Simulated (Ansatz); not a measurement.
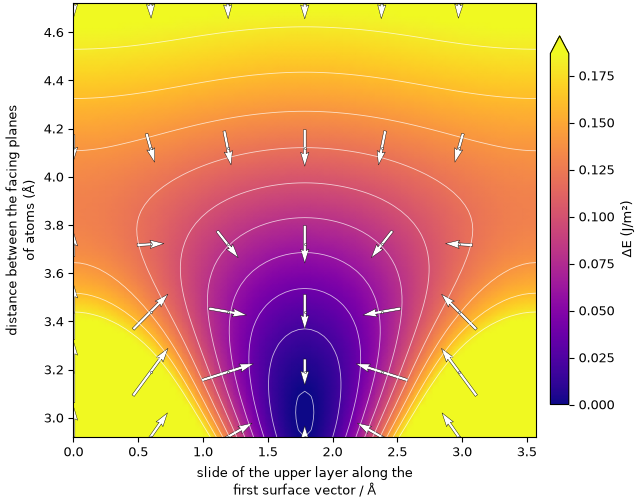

Energy landscape of a bilayer of two As sheets of the honeycomb type, the upper one turned by 180 degrees about the normal (4 atoms in the cell). The upper layer of a bilayer is slid along a line and lifted, both layers rigid. Coordinates scanned: (1) slide of the upper layer along the first surface vector, from As4 above As1; (2) distance between the facing planes of atoms. The grid has 6 × 6 points; 24 points were computed and 12 follow by symmetry. Points are written as (first, second). Energies are in J/m², from the lowest grid point. Theory: DFT PBE+D3(BJ), scalar-relativistic, plane waves, PAW in Ansatz. Settings: cutoff 420 eV, k-mesh 9×9×1, gaussian smearing 0.05 eV, no spin polarisation.

Drawn: a smooth colour map with a few white contour lines, dots at the grid points, arrows along the force (downhill), their lengths compressed, one colour for all values above the top of the scale. Between grid points the surface is interpolated. 

Question: Summarise what can be read from the map.

Answer: The lowest grid point is at (1.79 Å, 2.92 Å). It is the only kind of minimum in the scanned range. The highest grid point, (0.00 Å, 2.92 Å), lies 0.609 J/m² above the lowest. On the interpolated surface the easiest way out of the lowest well to its copy in the next cell or period passes a barrier of about 0.13 J/m².

The values on the grid:

```tsv
second ↓, first →	0.00	0.60	1.19	1.79	2.38	2.98
4.72	0.191	0.191	0.189	0.188	0.189	0.191
4.12	0.141	0.136	0.125	0.120	0.125	0.136
3.72	0.133	0.115	0.081	0.065	0.081	0.115
3.44	0.180	0.138	0.062	0.028	0.062	0.138
3.19	0.304	0.219	0.070	0.004	0.070	0.219
2.92	0.609	0.425	0.125	0.000	0.125	0.425
```

Each point was launched as `ansatz run input.yaml --threads 1 --pin off --max-ram 3072MiB --backend cpu --events-out ev --progress --plain --runs-dir out`. The whole map (24 points run) took 5.1 min on 1 thread of Intel(R) Xeon(R) 6975P-C (Granite Rapids) (shared host).
